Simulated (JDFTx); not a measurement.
# Energy of CoO along an even scaling of the cell

System: CoO (Fm-3m, 2 atoms in the cell).
Method: Kohn-Sham DFT of a periodic cell, LDA, PseudoDojo-SR-LDA-0.4.1-standard, spin-polarised (JDFTx 1.7.0 (patched build)).

The 7 runs differ only in the geometry, by an even scaling of the cell at fixed fractional positions. The structure derives from an entry of the Crystallography Open Database.

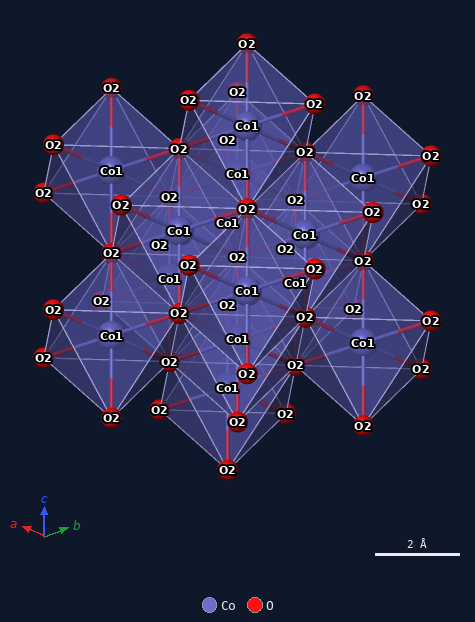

Figure 1. The structure of run 4 (polyhedral view of the cell 4 times as large as that of the calculation, set on its symmetry axes, seen at an oblique angle; polyhedra are completed across the faces of the cell; atoms are numbered from 1 in the order of the input).

**Input of run 4**
```
lattice \
    0.0000000000     2.1315000000     2.1315000000 \
    2.1315000000     0.0000000000     2.1315000000 \
    2.1315000000     2.1315000000     0.0000000000
latt-scale 1.889726124626 1.889726124626 1.889726124626
coords-type Lattice
ion Co     0.0000000000     0.0000000000     0.0000000000 1
ion O      0.5000000000     0.5000000000     0.5000000000 1

ion-species pseudo/Co.upf
ion-species pseudo/O.upf
elec-cutoff 48 384
elec-ex-corr lda-PW
kpoint-folding 11 11 11
elec-smearing Fermi 0.0018374661
elec-n-bands 19
spintype z-spin
initial-magnetic-moments Co 2
elec-initial-magnetization 2 no
electronic-SCF nIterations 100 energyDiffThreshold 1e-09
electronic-minimize nIterations 30 energyDiffThreshold 1e-7
forces-output-coords Cartesian

dump-name run.$VAR
dump End Ecomponents EigStats BandEigs Kpoints Forces Stress
```

Command:
```bash
jdftx -c 1 -i CoO.in -o CoO.out
```

Run 5 differs from it as follows:
```diff
-    0.0000000000     2.1315000000     2.1315000000 \
-    2.1315000000     0.0000000000     2.1315000000 \
-    2.1315000000     2.1315000000     0.0000000000
+    0.0000000000     2.1456163054     2.1456163054 \
+    2.1456163054     0.0000000000     2.1456163054 \
+    2.1456163054     2.1456163054     0.0000000000
```

**Results, with one run withheld**

| run | volume per atom (Å³) | free energy per atom, from the lowest run given (meV) | pressure (GPa) |
| --- | --- | --- | --- |
| 1 | 9.103 | 0.00 | −12.12 |
| 2 | 9.297 | 15.89 | −14.46 |
| 3 | 9.490 | 34.99 | −17.25 |
| 4 | 9.684 | 57.36 | −19.82 |
| 5 | 9.878 | ? | ? |
| 6 | 10.071 | 110.65 | −24.28 |
| 7 | 10.265 | 141.18 | −26.32 |

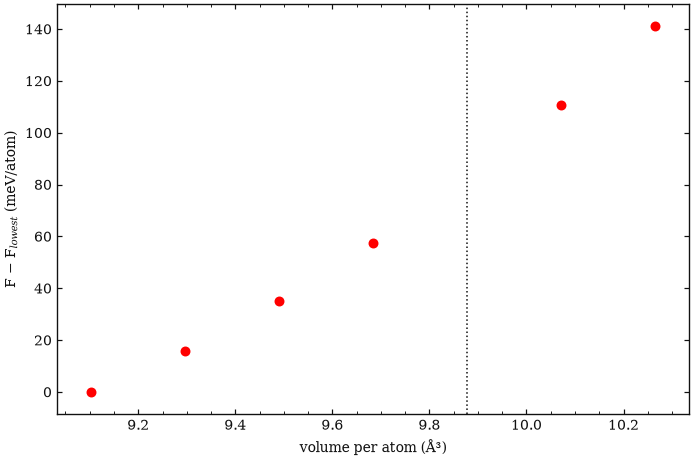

Figure 2. Free energy per atom of the runs given; the dotted line marks run 5.

Fit the runs given and predict run 5.

A cubic polynomial in V^(−2/3) (the Birch–Murnaghan form), fitted to the 6 runs given, misses them by at most 0.03 meV per atom. With x = V^(−2/3) − 0.22082 Å⁻², it reads F = 51.686 − 7820.8 x + 2.1451e+05 x² − 7.5397e+05 x³ (meV per atom). At run 5 it gives 82.71 meV per atom, and the run itself gives 82.66. The slope of the fit gives a pressure −dF/dV of −22.07 GPa there, and the run prints −22.11 GPa. The fit has no minimum inside this range.

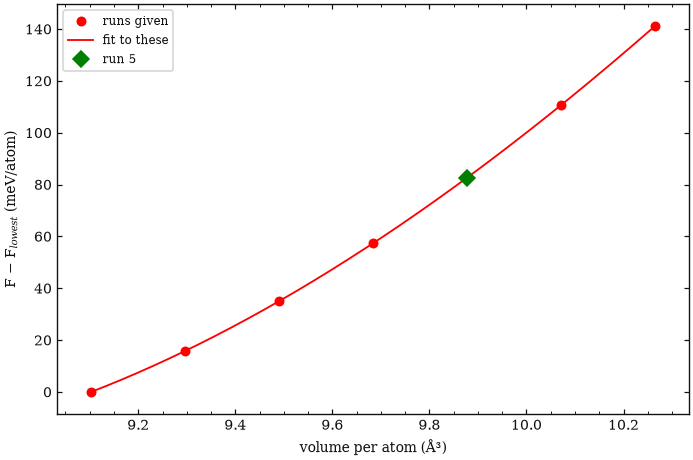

Figure 3. The fit and the withheld run.

**Some lines of the output (run 5)**
```
[...]
unit cell volume = 133.316
     Etot =     -158.5458753559180991
        F =     -158.5471072504152517
	HOMO-LUMO gap: +0.000242
	Optical gap  : +0.002484 at state 101 ( [ +0.090909 +0.272727 -0.181818 ] spin -1 )
```
